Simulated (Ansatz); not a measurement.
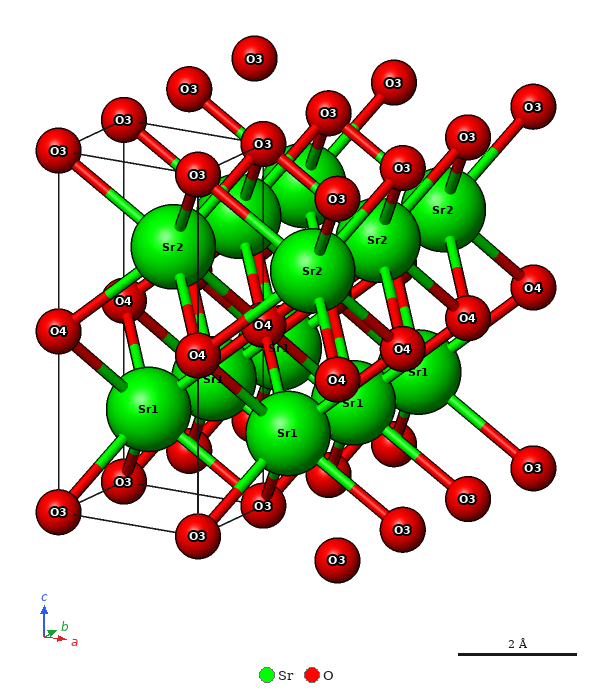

This is crystalline SrO (built on the database structure type) at its r2SCAN-relaxed geometry. A ball-and-stick model of the cell of the calculation, repeated 2 × 3 × 1 with one cell outlined, seen slightly off an axis.

Computed with Ansatz, DFT, HSE06, plane waves, PAW. Settings: plane-wave cutoff 420 eV; k-point mesh 6 × 6 × 4; occupations fixed; no spin polarisation.

Now this is done to it. The cell is strained by −1.3 % along c and none across it (volume −1.3 %). The atoms were relaxed with r2SCAN under that strain, and this is a single point on that geometry.

Predict the response.

Some distances before and after: O–Sr 2.570 → 2.557 Å. The space group stays P6_3/mmc (No. 194). Energy change: +1.6 meV per atom. Pressure: −0.3 GPa before, 1.0 GPa after. The principal stresses (compression positive) are 2.7 GPa along c and 0.2 GPa across it. All forces vanish by symmetry.
